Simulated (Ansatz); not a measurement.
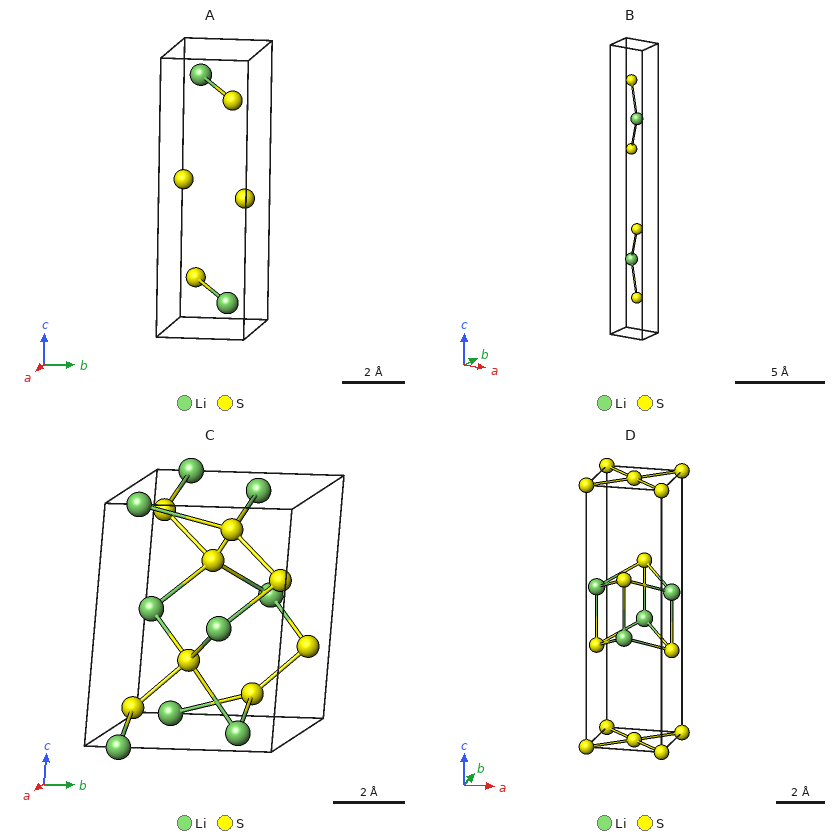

Four structures of LiS2, each relaxed to rest (conventional cells in solid outline, small ones repeated, each panel with its own scale). Method: DFT PBE, scalar-relativistic, plane waves, PAW in Ansatz 0.2.0, without spin polarisation.

Name the structure in each panel.

Answer. A: 6 atoms a cell on a primitive monoclinic lattice, P2_1/m; B: 2H molybdenite (MoS₂) type, P6_3/mmc; C: 12 atoms a cell on a base-centred monoclinic lattice, C2; D: 6 atoms a cell on a primitive tetragonal lattice, P4/nmm.

Rank them by energy, lowest first.

Answer. C, then A (+228 meV/atom), D (+423 meV/atom) and B (+533 meV/atom), energies at zero smearing.

Collect the results in a table.

Answer.
| panel | structure | E − E(lowest) (meV/atom) | volume (Å³/atom) | gap (eV) |
| --- | --- | --- | --- | --- |
| C | C2 | 0 | 20.5 | 2.09 |
| A | P2_1/m | 228 | 17.9 | metal |
| D | P4/nmm | 423 | 20.5 | metal |
| B | P6_3/mmc | 533 | 18.0 | metal |

Some of these may be structure types tried for this composition rather than known phases, and the most stable form need not be among them. Gaps are taken on the k-mesh or band path of each run.
